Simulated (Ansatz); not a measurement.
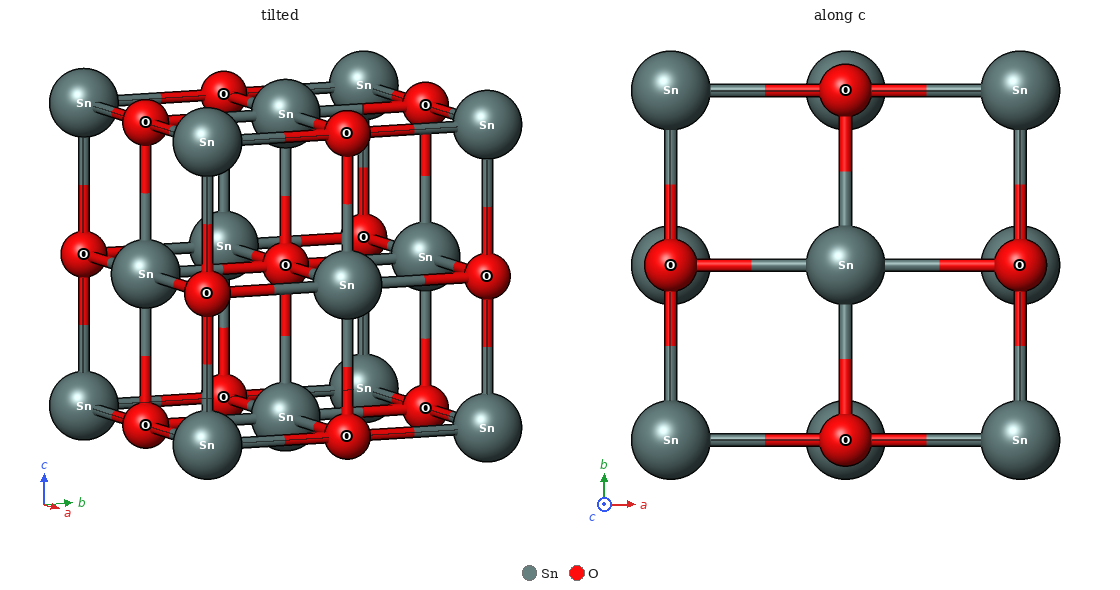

Ball-and-stick model, viewed slightly off an axis and along the c axis. The frame is the conventional unit cell; atoms at its boundary are shown with their periodic copies.

SnO, rock salt (NaCl type), space group Fm-3m (No. 225), a = 5.074 Å, b = 5.074 Å, c = 5.074 Å, α = 90.00°, β = 90.00°, γ = 90.00°. Origin of the cell: a structure type filled with these elements by a generator (whether the compound takes this form wasn't checked). Earlier steps of the study may have refined or changed the cell and positions. Ansatz was used for an electronic-structure calculation on it.

This one geometry was computed with Ansatz (DFT, plane waves, PAW) at four levels of theory: PBE, PBE with spin-orbit coupling, PBE0 and HSE06. It was relaxed beforehand with r2SCAN.

> Which level gives the highest pressure at this volume, and what does that say about its equilibrium volume?

Highest: PBE (2.4 GPa) and PBE with spin-orbit coupling (2.3 GPa), which points to the largest equilibrium volume. Lowest, with the smallest volume: PBE0 (-0.1 GPa) and HSE06 (-0.2 GPa). Levels within 0.5 GPa of each other can't be told apart.

> How does the band gap change with the level of theory?

PBE with spin-orbit coupling: a gap of 0.10 eV, direct; PBE: a gap of 0.12 eV, direct; HSE06: a gap of 0.15 eV, direct; PBE0: a gap of 1.67 eV, indirect.

> Collect the results in a table.

| level | cutoff (eV) | k-mesh of the run's cell | gap (eV) | pressure (GPa) |
| --- | --- | --- | --- | --- |
| PBE | 420 | 8×8×8 | 0.12 | 2.4 |
| PBE with spin-orbit coupling | 420 | 8×8×8 | 0.10 | 2.3 |
| PBE0 | 420 | 6×6×6 | 1.67 | -0.1 |
| HSE06 | 420 | 6×6×6 | 0.15 | -0.2 |

Gaps are taken on the k-mesh or band path of each run.
